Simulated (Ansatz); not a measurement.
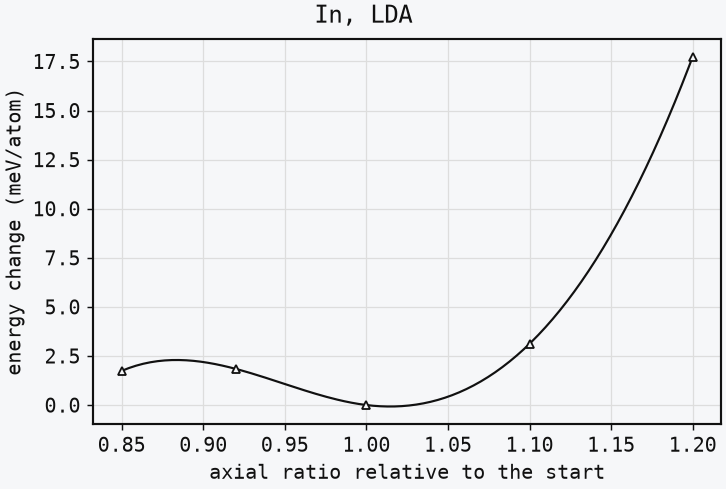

The plot gives the computed energy change against relative axial ratio for In, space group I4/mmm (No. 139).

The given structure:
```yaml
crystal:
  lattice:
    - [-1.62615, 1.62615, 2.47395]
    - [1.62615, -1.62615, 2.47395]
    - [1.62615, 1.62615, -2.47395]
  atoms:
    - { symbol: In, position: [0.00000, 0.00000, 0.00000] }
```

Computed with Ansatz 0.2.0: deformation of a crystal at fixed volume, lengths along the axis scaled against those across it, fractional coordinates fixed, by plane-wave density functional theory with PAW datasets, free energies less that of the undisturbed cell; scalar-relativistic. Level: LDA, no spin polarisation.

```tsv
setting	value
wave cutoff	420 eV
k mesh	22×22×22
occupations	Gaussian
smearing width	0.15 eV
k shift	(0, 0, 0) (mesh steps)
start	as given
path	tetragonal
axis direction	(0, 0, 1) (Cartesian unit vector)
```

### Where does the curve of the energy change have its lowest point?

The lowest computed point is at relative axial ratio 1.00 (0.00 meV/atom), and no other minimum shows among the points.

Keep in mind: reference crystal is not relaxed; shape and atomic fractions are frozen while scaling, which makes layered, chain and framework solids too stiff.

The computed values:

```csv
axial ratio relative to the start,energy change (meV/atom)
0.85,1.74
0.92,1.84
1.00,0.00
1.10,3.12
1.20,17.74
```
